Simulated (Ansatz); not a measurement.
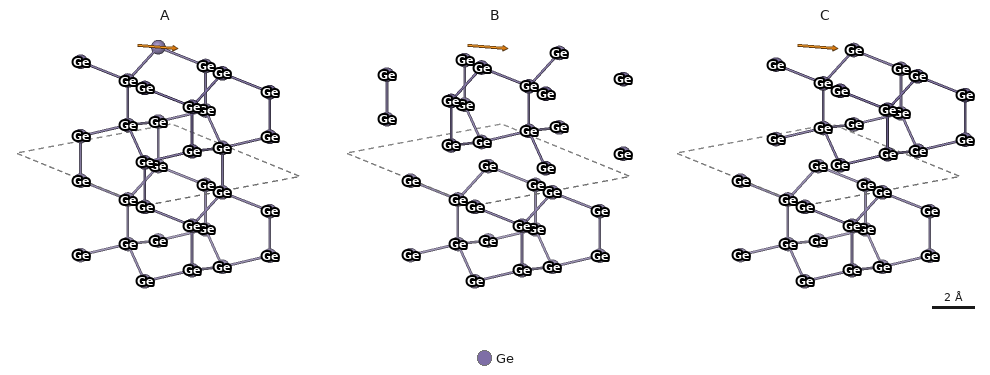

Crystalline Ge (P6_3/mmc): the crystal above a cut along the (0 0 1) plane of the conventional cell (between a plane of Ge below and one of Ge above, 2.47 Å apart) is slid rigidly by fractions of an in-plane lattice vector 6.92 Å long (a generalised stacking fault). One cut stands in each cell, which starts 13.2 Å high; nothing is relaxed, and the dashed outline marks the cut, the arrow on top the direction of slip. Style: ball-and-stick. Shown: the layers on both sides of the cut, obliquely from above.

All numbers below come from DFT r2SCAN, scalar-relativistic, plane waves, PAW (Ansatz 0.2.0). (plane-wave cutoff 500 eV; k-point mesh 10 × 10 × 3; occupations gaussian; smearing width 0.03 eV; no spin polarisation). Energies (free energies at the smearing named) are counted from the relaxed crystal.

Rank the frames from lowest to highest energy.

Answer. Lowest first: A (the slip 0.00, 0 mJ/m²), C (the slip 0.25, 1449 mJ/m²), B (the slip 0.50, 1539 mJ/m²). Over the whole scan: the curve starts and ends at zero, since a full lattice vector restores the crystal. Its highest computed point is 1774 mJ/m² at slip 0.333 and 0.667. The points are too sparse to place its extrema closely. Relaxation across the fault would lower the values.
